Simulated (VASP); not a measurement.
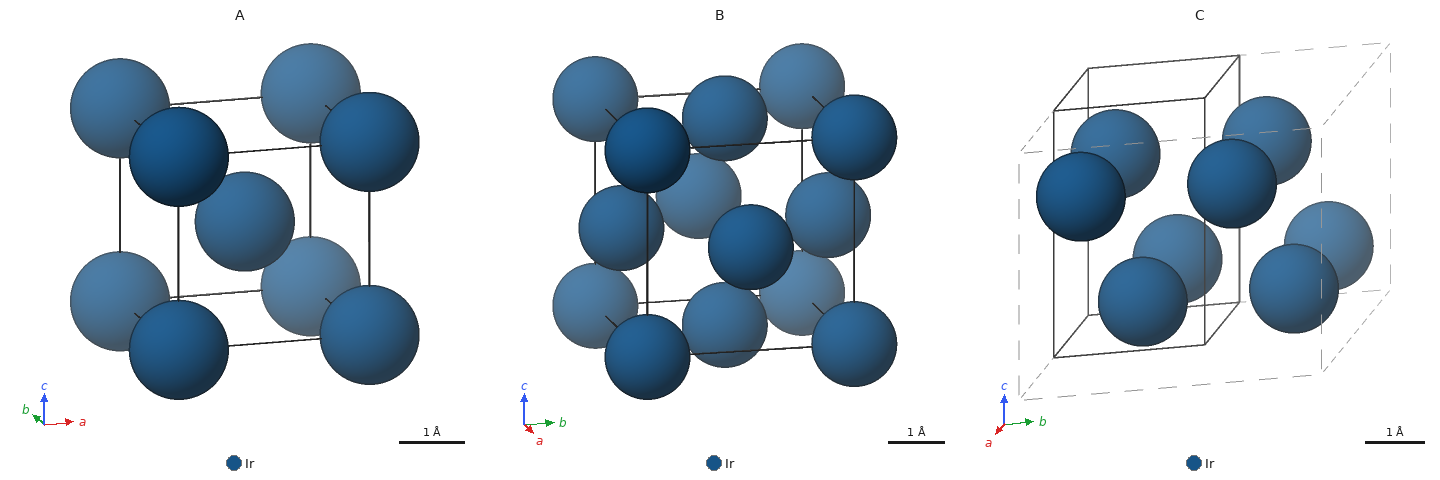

Three structures of Ir, each relaxed (cell and atoms) at zero pressure; conventional cells in solid outline, small ones repeated, each panel with its own scale. Alike in all runs: VASP 6.6.1; functional PBEsol; VASP's PAW PBE potentials, release 64 (Ir); cutoff 300 eV; occupations gaussian, width 0.1 eV; no spin polarisation; no spin-orbit coupling. The k meshes have like spacings.

**Give the type and space group of each panel.**

A: body-centred cubic (W type), Im-3m; B: face-centred cubic (Cu type), Fm-3m; C: hexagonal close-packed (Mg type), P6₃/mmc.

**Rank them by energy, lowest first.**

B, then C (+78 meV/atom) and A (+682 meV/atom), static energies at zero smearing.

**Collect the results in a table.**

| panel | space group | E − E(lowest) (meV/atom) | volume (Å³/atom) |
| --- | --- | --- | --- |
| B | Fm-3m | 0 | 14.1 |
| C | P6₃/mmc | 78 | 14.1 |
| A | Im-3m | 682 | 14.6 |

The starts are database entries or structure types tried for this composition, and the most stable form need not be among them.

Caveat: spin-orbit coupling is left out, which matters for Ir, if less for volumes and forces than for levels.
